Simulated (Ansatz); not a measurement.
## Run report: Al₂₄N₂₅, single-point calculation (part 1 of 2)

Al₂₄N₂₅ (defect cell, 49 atoms in the cell), computed with DFT PBE, scalar-relativistic, plane waves, PAW, spin-polarised (Ansatz 0.2.0).

The structure derives from a Materials Project entry.

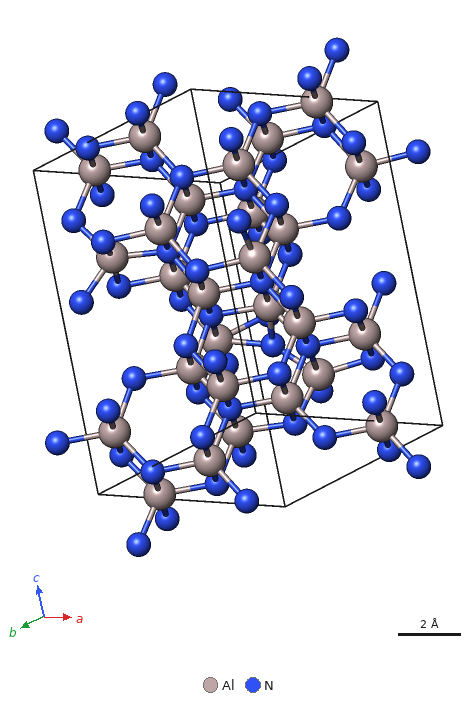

Figure 1. The structure as given in the input (ball-and-stick view of the cell of the calculation, seen at an oblique angle; bonded neighbours outside the cell are drawn too). An atom can appear more than once, as a periodic image.

## Summary

| quantity | value |
| --- | --- |
| outcome | converged |
| electrons treated | 197 |
| free energy | −22555.7054 eV |
| Fermi energy | 9.666 eV |
| gap on the k-point mesh | 0.46 eV |
| net moment of the cell | 1.00 μB |
| integrated absolute moment | 1.07 μB |
| largest force (length of the vector) | 0.052 eV/Å |
| hardware | 4 threads of Arm Neoverse V1, 24 GiB of memory available, shared host |
| wall time | 3.8 min (CPU time 15 min) |
| peak memory | 2.1 GiB |

## Input file
```yaml
crystal:
  lattice:
    - [-4.968174, 2.868376, 4.187563]
    - [4.968174, -2.868376, 4.187563]
    - [4.968174, 8.605129, -4.187563]
  atoms:
    - { symbol: Al, position: [0.5370551382, 0.3708148946, 0.1606623291] }
    - { symbol: Al, position: [0.0368216118, 0.8729123904, 0.1621548803] }
    - { symbol: Al, position: [0.8669133511, 0.202066083, 0.327813661] }
    - { symbol: Al, position: [0.3741496029, 0.7096383719, 0.3308154341] }
    - { symbol: Al, position: [0.2174693826, 0.0563409589, 0.5037079261] }
    - { symbol: Al, position: [0.6883121908, 0.5276088328, 0.4899096106] }
    - { symbol: Al, position: [0.5425601145, 0.8779619318, 0.66608079] }
    - { symbol: Al, position: [0.0351822538, 0.3708644829, 0.6628152995] }
    - { symbol: Al, position: [0.8719465129, 0.7081420437, 0.8313167876] }
    - { symbol: Al, position: [0.3740904544, 0.2079979603, 0.8329583826] }
    - { symbol: Al, position: [0.2066518856, 0.5384167683, -0.0031465044] }
    - { symbol: Al, position: [0.7058922603, 0.0389941411, -0.0031250914] }
    - { symbol: Al, position: [0.122041674, 0.2872864444, 0.1615234067] }
    - { symbol: Al, position: [0.6223385141, 0.7879802002, 0.1645943051], spin: 0.2 }
    - { symbol: Al, position: [0.4502387563, 0.1216108653, 0.3272736689] }
    - { symbol: Al, position: [0.955436675, 0.6078255143, 0.3082167809], spin: 0.2 }
    - { symbol: Al, position: [0.7797667504, 0.9641833905, 0.4969170549], spin: 0.2 }
    - { symbol: Al, position: [0.2838181898, 0.4610638351, 0.4968894486] }
    - { symbol: Al, position: [0.1369623142, 0.7899692523, 0.684986444] }
    - { symbol: Al, position: [0.6232620369, 0.2945691277, 0.666286124] }
    - { symbol: Al, position: [0.4575249032, 0.6229408, 0.8321443373] }
    - { symbol: Al, position: [0.9569213442, 0.1227097586, 0.8291297324] }
    - { symbol: Al, position: [0.7902764845, 0.4535400426, -0.007250316] }
    - { symbol: Al, position: [0.2912081172, 0.9546460409, 0.0006573592] }
    - { symbol: "N", position: [0.2823267128, 0.1187083241, 0.1624237316] }
    - { symbol: "N", position: [0.7832963539, 0.6163884401, 0.1529910256], spin: 0.2 }
    - { symbol: "N", position: [0.611485507, 0.9557364163, 0.3282460178], spin: 0.2 }
    - { symbol: "N", position: [0.1213988986, 0.4525731943, 0.3260957328] }
    - { symbol: "N", position: [0.9972448777, 0.8723236262, 0.5607325906], spin: 0.18 }
    - { symbol: "N", position: [0.4531026539, 0.2917939391, 0.4967877903] }
    - { symbol: "N", position: [0.2921597036, 0.6237550413, 0.6675665377] }
    - { symbol: "N", position: [0.7893597026, 0.133535706, 0.6655035193] }
    - { symbol: "N", position: [0.6261555716, 0.4626224563, 0.8310806878] }
    - { symbol: "N", position: [0.1282836832, 0.9616491423, 0.8403422523] }
    - { symbol: "N", position: [0.9567208536, 0.2885298597, -0.0037281419] }
    - { symbol: "N", position: [0.4563834135, 0.7883332627, -0.0025451787] }
    - { symbol: "N", position: [0.3729537559, 0.5386477702, 0.1637998489] }
    - { symbol: "N", position: [0.868987506, 0.0363668647, 0.1630703602] }
    - { symbol: "N", position: [0.6924778279, 0.3562551498, 0.3234907877] }
    - { symbol: "N", position: [0.199495759, 0.871935915, 0.3332569251] }
    - { symbol: "N", position: [0.0385045032, 0.2145324916, 0.4942347304] }
    - { symbol: "N", position: [0.5303678957, 0.7067495193, 0.4996392677] }
    - { symbol: "N", position: [0.3886626268, 0.0525766263, 0.6702537908] }
    - { symbol: "N", position: [0.8728647897, 0.5455682437, 0.6601912996] }
    - { symbol: "N", position: [0.7084062631, 0.8758721633, 0.830680589] }
    - { symbol: "N", position: [0.2063938084, 0.3722248175, 0.8298814355] }
    - { symbol: "N", position: [0.0407422156, 0.7041255618, -0.0032837924] }
    - { symbol: "N", position: [0.5403349394, 0.2045874509, -0.0032175865] }
    - { symbol: "N", position: [0.8711768698, 0.7469048829, 0.4313444822], spin: 0.18 }
magnetization:
  spin_polarized: true
basis:
  ecutwfc: 420
  fft_grid_basis: typed
kpoints:
  mp_grid: { grid: [2, 2, 2] }
hamiltonian:
  xc: pbe
  pseudopotentials: { kind: paw }
scf:
  occupations: { method: gaussian, width: 0.05 }
output:
  forces: true
  stress: false
  eigenvalues: true
  bader: true
  write_density: true
  volumetric_format: npy
  populations: true
```

Command:
```bash
ansatz run input.yaml --threads 4 --pin off --max-ram 10240MiB --backend cpu --events-out ev --progress --plain --runs-dir out
```

## Output
```
Engine: ansatz 0.2.0, aarch64-unknown-linux-gnu
Pseudopotentials: kind: paw
Pseudopotential: Al, paw, valence charge 3, recommended cutoff 420 eV (normal), Al.paw.azcp
Pseudopotential: N, paw, valence charge 5, recommended cutoff 420 eV (normal), N.paw.azcp
Functional definition: PBE
  parameter kappa = 0.804
  parameter beta = 0.06672455060314922
  exchange = pbe_x(kappa = kappa, mu = beta*pi^2/3)
  correlation = pbe_c(beta = beta)
Crystal: 49 atoms, lattice volume = 477.402 Å³
Basis set: ecut = 420 eV, 9295 PW (Γ), exchange–correlation on 96×96×150 points (8 copies of the dense FFT grid, shifted against one another)
Bands: 149, of which v1, the nominal top of the filled ones, is band 99 counted from 1 (98 counted from 0)
Symmetry: 1 space group operations
Space group: P1 (ITA 1), of the structure as read, at distance tolerance 7.8e-5 Å
Magnetic group: BNS 1.1 (UNI 1), of the structure as read, at distance tolerance 7.8e-5 Å
k-points: 8
Non-local potential: Al, projectors of the file, l = 0: 2, l = 1: 2, l = 2: 1
Non-local potential: N, projectors of the file, l = 0: 2, l = 1: 2, l = 2: 1
PAW form: soft (Blöchl's): semilocal exchange-correlation on the pseudo side does not see the compensation charge
PAW one-centre angular grid: Al, 110 points (default); XC on 64 Gauss nodes
PAW one-centre angular grid: N, 110 points (default); XC on 64 Gauss nodes
Initial density: superposition of atomic densities (chi_scale 0.1, normalization cell, long waves kept (reshape's long-wave potential 0.21 eV rms))
Starting moments: Σ|m| = 1.36 μB on 7 of 49 sites
Initial wavefunctions: pseudopotential atomic-orbital guess
Functional: x = pbe(κ = 0.804, μ = 0.2195149727645171), c = pbe(β = 0.06672455060314922)
SCF iter   1: F=—  HF=-22589.236732 eV  |F-HF|=—  |Δ(HF+E_count)|=         —  Δρ=7.02e-2 (↑6.96e-2 ↓7.02e-2)  dr2=1.12e2  dr2_m=2.68e-1  M=0.989 μB ∫|m|=1.067 μB  β_m=0.30  ethr=3.10e-3  ⟨swp⟩=6.9  Hψ=10912  notcnv=0  defer=294
preconditioner: auto → Resta (q_TF=auto, 2.354 Å⁻¹)  ε∞=3.6  [insulator: Δε(μ)=0.143 eV  Ē_g=14.787 eV  σ=0.050 eV  W_gap=0.96  n_scr=104 (ndim 8)  ℏωp=23.9 eV  f_vac=0.000  D(μ)=0.79/eV (n_scr^D=0)  ε∞_Penn≈3.6]
spin=Collinear: Resta preconditioning applied to the charge; magnetization (m = ρ↑ − ρ↓) channel mixes plain (no charge-response kernel on spin).
SCF iter   2: F=—  HF=-22563.643502 eV  |F-HF|=—  |Δ(HF+E_count)|=    2.56e1  Δρ=3.41e-2 (↑3.41e-2 ↓3.41e-2)  dr2=2.76e1  dr2_m=1.24e-1  M=1.000 μB ∫|m|=1.059 μB  β_m=0.30  ethr=3.10e-3  ⟨swp⟩=3.0  Hψ=4522  notcnv=0  defer=690
SCF iter   3: F=—  HF=-22556.209349 eV  |F-HF|=—  |Δ(HF+E_count)|=    7.43e0  Δρ=1.74e-2 (↑1.74e-2 ↓1.72e-2)  dr2=3.05e0  dr2_m=4.96e-2  M=1.000 μB ∫|m|=1.046 μB  β_m=0.30  ethr=3.10e-3  ⟨swp⟩=2.2  Hψ=4363  notcnv=0  defer=704
SCF iter   4: F=—  HF=-22555.651113 eV  |F-HF|=—  |Δ(HF+E_count)|=   5.58e-1  Δρ=4.19e-3 (↑3.60e-3 ↓4.19e-3)  dr2=1.37e-1  dr2_m=2.74e-2  M=1.000 μB ∫|m|=1.046 μB  β_m=0.30  ethr=1.55e-3  ⟨swp⟩=2.3  Hψ=3052  notcnv=0  defer=703
SCF iter   5: F=—  HF=-22555.677136 eV  |F-HF|=—  |Δ(HF+E_count)|=   2.60e-2  Δρ=2.62e-3 (↑2.30e-3 ↓2.62e-3)  dr2=3.19e-2  dr2_m=1.52e-2  M=1.000 μB ∫|m|=1.047 μB  β_m=0.30  ethr=6.95e-5  ⟨swp⟩=2.2  Hψ=2805  notcnv=0  defer=702
SCF iter   6: F=—  HF=-22555.691588 eV  |F-HF|=—  |Δ(HF+E_count)|=   1.45e-2  Δρ=1.66e-3 (↑1.66e-3 ↓1.57e-3)  dr2=6.72e-3  dr2_m=8.78e-3  M=1.000 μB ∫|m|=1.048 μB  β_m=0.30  ethr=1.62e-5  ⟨swp⟩=2.0  Hψ=3347  notcnv=0  defer=702
SCF iter   7: F=—  HF=-22555.700121 eV  |F-HF|=—  |Δ(HF+E_count)|=   8.53e-3  Δρ=1.12e-3 (↑1.09e-3 ↓1.12e-3)  dr2=8.15e-4  dr2_m=5.16e-3  M=1.000 μB ∫|m|=1.051 μB  β_m=0.30  ethr=3.41e-6  ⟨swp⟩=2.0  Hψ=3267  notcnv=0  defer=702
Mixer restart at iter 7: flushing history
spin-set hold released at iteration 7 (site moments contracting): the magnetisation degrees of freedom join the quasi-Newton model from the next iteration; the mixer history was flushed
SCF iter   8: F=—  HF=-22555.702409 eV  |F-HF|=—  |Δ(HF+E_count)|=   2.29e-3  Δρ=8.55e-4 (↑8.15e-4 ↓8.55e-4)  dr2=4.48e-4  dr2_m=2.96e-3  M=1.000 μB ∫|m|=1.053 μB  β_m=0.65  ethr=4.14e-7  ⟨swp⟩=2.0  Hψ=3258  notcnv=0  defer=702
SCF iter   9: F=—  HF=-22555.705646 eV  |F-HF|=—  |Δ(HF+E_count)|=   3.24e-3  Δρ=8.00e-5 (↑8.00e-5 ↓7.64e-5)  dr2=8.49e-5  dr2_m=9.71e-6  M=1.000 μB ∫|m|=1.063 μB  β_m=0.61  ethr=2.27e-7  ⟨swp⟩=3.0  Hψ=4088  notcnv=0  defer=702
SCF iter  10: F=—  HF=-22555.705368 eV  |F-HF|=—  |Δ(HF+E_count)|=   2.77e-4  Δρ=3.33e-5 (↑3.33e-5 ↓2.70e-5)  dr2=7.87e-6  dr2_m=2.35e-6  M=1.000 μB ∫|m|=1.064 μB  β_m=0.80  ethr=4.31e-8  ⟨swp⟩=2.0  Hψ=3384  notcnv=0  defer=702
SCF iter  11: F=—  HF=-22555.705374 eV  |F-HF|=—  |Δ(HF+E_count)|=   5.89e-6  Δρ=9.23e-6 (↑8.24e-6 ↓9.23e-6)  dr2=1.09e-6  dr2_m=1.10e-7  M=1.000 μB ∫|m|=1.064 μB  β_m=0.83  ethr=4.00e-9  ⟨swp⟩=2.0  Hψ=3258  notcnv=0  defer=702
SCF iter  12: F=—  HF=-22555.705375 eV  |F-HF|=—  |Δ(HF+E_count)|=   4.36e-7  Δρ=3.79e-6 (↑3.76e-6 ↓3.79e-6)  dr2=2.60e-7  dr2_m=7.33e-9  M=1.000 μB ∫|m|=1.064 μB  β_m=0.74  ethr=5.54e-10  ⟨swp⟩=2.0  Hψ=3258  notcnv=0  defer=702
SCF iter  13: F=—  HF=-22555.705375 eV  |F-HF|=—  |Δ(HF+E_count)|=   1.17e-8  Δρ=1.09e-6 (↑7.87e-7 ↓1.09e-6)  dr2=1.18e-8  dr2_m=1.67e-9  M=1.000 μB ∫|m|=1.064 μB  β_m=0.87  ethr=5.08e-11  ⟨swp⟩=18.0  Hψ=16632  notcnv=0
SCF iter  14: F=-22555.705375 eV  HF=-22555.705375 eV  |F-HF|=4.41e-9  |Δ(HF+E_count)|=   8.97e-9  Δρ=6.01e-7 (↑6.01e-7 ↓5.64e-7)  dr2=6.04e-9  dr2_m=8.33e-11  M=1.000 μB ∫|m|=1.064 μB  ethr=5.98e-12  ⟨swp⟩=3.1  Hψ=5551  notcnv=0
SCF 1 converged in 14 iterations: F = -22555.705375 eV  dr2 = 6.04e-9
  greatest PAW one-centre occupation: 0.812 electrons in one spin orbital (limit 2), on the N atom at site 48 (counted from 0), in its partial waves of l = 0
```

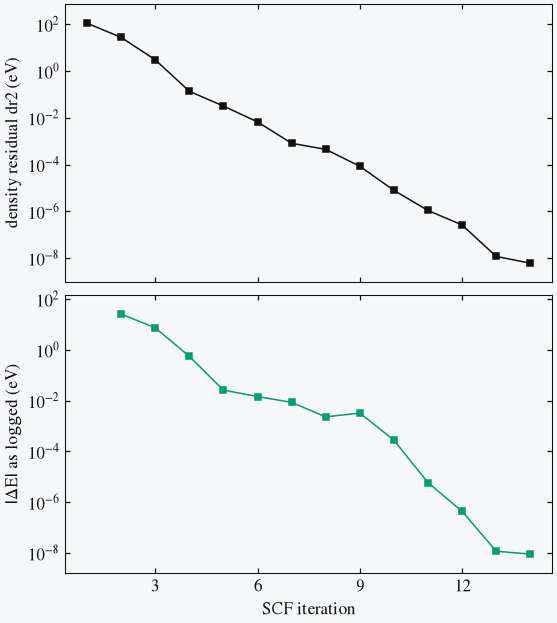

Figure 2. Convergence of the self-consistent field: density residual dr2 and size of the energy change against the SCF iteration. The residual falls at every step.

```
SCF converged after 14 iterations
Magnetization: 1.0000 μB (99.0000 up, 98.0000 down)
Absolute magnetization: 1.0669 μB (∫|ρ↑−ρ↓|, with the PAW one-centre terms)
Spin contamination: 0.0020 ħ² per cell (⟨S²⟩ above its minimum at these occupations)
Per-site moments (μB) at R_I (Å): [(2.9427739681762487e-5, 0.7801636707353475), (0.00013193482434007466, 0.7840271326006912), (0.0009073637656539426, 0.7783486883428902), (0.00020541953135309196, 0.7882223729958947), (0.008500830292364621, 0.7983721067745098), (0.008377862078580616, 0.7986172232563115), (0.000872304491157703, 0.7781078149528752), (0.00019049980974464415, 0.7879717112455532), (0.00011756351143948111, 0.7839703640525049), (3.9908759793859195e-5, 0.7797337801361395), (-2.0032506627585e-5, 0.7847456462464942), (8.057520256316464e-6, 0.7836384754868572), (6.805762199334698e-5, 0.7783960126525152), (-5.053648672604031e-6, 0.7883864605359359), (0.0006103241570381651, 0.7741737599371437), (0.002015039456602821, 0.7402285287306121), (-0.000674384005128225, 0.784644044343652), (4.1942898183967346e-5, 0.7891385030041858), (0.002540729324432778, 0.7408680404287188), (0.0005328884134407573, 0.7741989882860459), (6.741147055080101e-5, 0.7786090891055023), (1.3069424786637296e-6, 0.7879920617912525), (0.00037422494379891157, 0.7700250213603149), (0.0003514350058949628, 0.7704054477230354), (0.0023940875362623475, 0.7783960126525152), (0.00580754166153505, 0.7667167275148806), (0.010784675448269504, 0.7741737599371437), (0.0023005313224014378, 0.7637501162835626), (0.17523127493700108, 0.5707307967971194), (2.6785248721416566e-5, 0.7997189161615914), (0.002193411914581773, 0.7640158164774552), (0.00959523957267981, 0.7741989882860459), (0.0022119572890931926, 0.7786090891055023), (0.0054343791882294394, 0.7666828178700137), (0.0005063980745246595, 0.7836663886036199), (0.0005043629653524559, 0.7838387484953943), (0.0008315954279836203, 0.7855986701208117), (0.0012306734156697086, 0.7833128047470451), (0.04931185983667583, 0.7783486883428902), (0.0091290627974379, 0.797837690199852), (0.016726055880410526, 0.7797469028793055), (0.015670772199749102, 0.7796563059714052), (0.04462614953668431, 0.7781078149528752), (0.009823342222578116, 0.7980244282551556), (0.0011888251050219839, 0.7829998716032119), (0.0007866977854762385, 0.7855688182654568), (0.0005955451250271401, 0.7847456462464942), (0.000833785749649193, 0.78234214670009), (0.17772683219897098, 0.5707307967971194)]
Free energy (F): -22555.705375 eV
Harris-Foulkes:  -22555.705375 eV  (|F-HF|=4.41e-9)
Internal energy: -22555.705375 eV  (E = F + TS)
E sigma→0 (E₀):  -22555.705375 eV
Fermi energy:    9.666426 eV
--- Per-component energies (eV) ---
  E_band       = 510.468671
  E_kinetic    = 3998.146311
  E_local      = -5468.197816  (includes V_loc(G=0)·N_el)
  E_nonlocal   = 1365.112659
  E_hartree    = 1937.795430
  E_xc         = -2517.025914
  E_vxc        = -2685.984053  (∫ρ·V_xc dr)
  E_paw        = -14407.266164  (= ΣΔE_a)
  E_vpaw       = -574.203403  (= ΣTr[D̂ρ^β])
  E_aug_tail   = 0.002442  (compensation charges beyond the density's cutoff)
  E_ewald      = -7464.272322
  E_smearing   = -0.000000  (= −TS)
  E_closure    = 0.000000  (closes the sum)
  Σ components = -22555.705375   (vs F -22555.705375, Δ=0.00e0)
```
